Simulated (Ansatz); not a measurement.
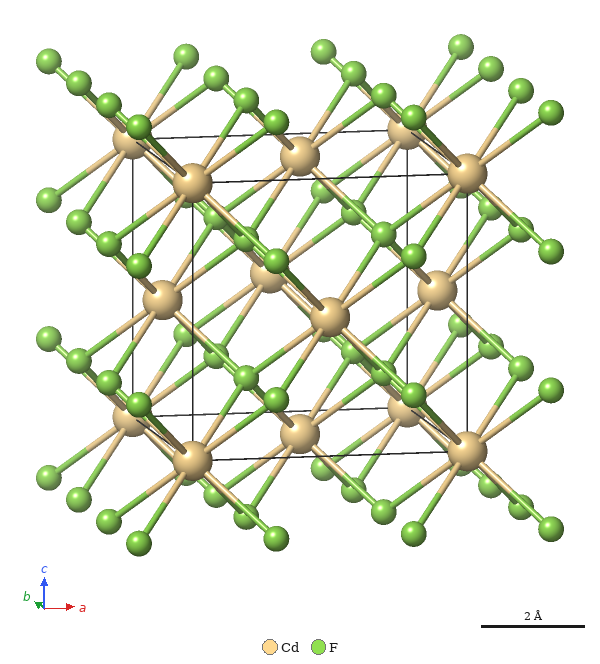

This is crystalline CdF₂ (built on the CdF2-type type). Style: ball-and-stick. Shown: the conventional cell (4 times the calculation's cell), slightly off an axis. Lengths and directions refer to the drawn axes.

Computed with Ansatz, DFT PBE, scalar-relativistic, plane waves, PAW. Settings: plane-wave cutoff 420 eV; k-point mesh 12 × 12 × 12; occupations gaussian; smearing width 0.05 eV; no spin polarisation.

The variant: All lengths are scaled by −0.7 % (volume −2.0 %), the atoms keeping their fractional coordinates. No relaxation follows.

Question: What is the effect?

Answer: Energy change: +1.7 meV per atom. The pressure goes from 0.0 to 2.0 GPa. All forces vanish by symmetry. Near-neighbour distances before and after: Cd–F 2.374 → 2.358 Å. The space group stays Fm-3m (No. 225).
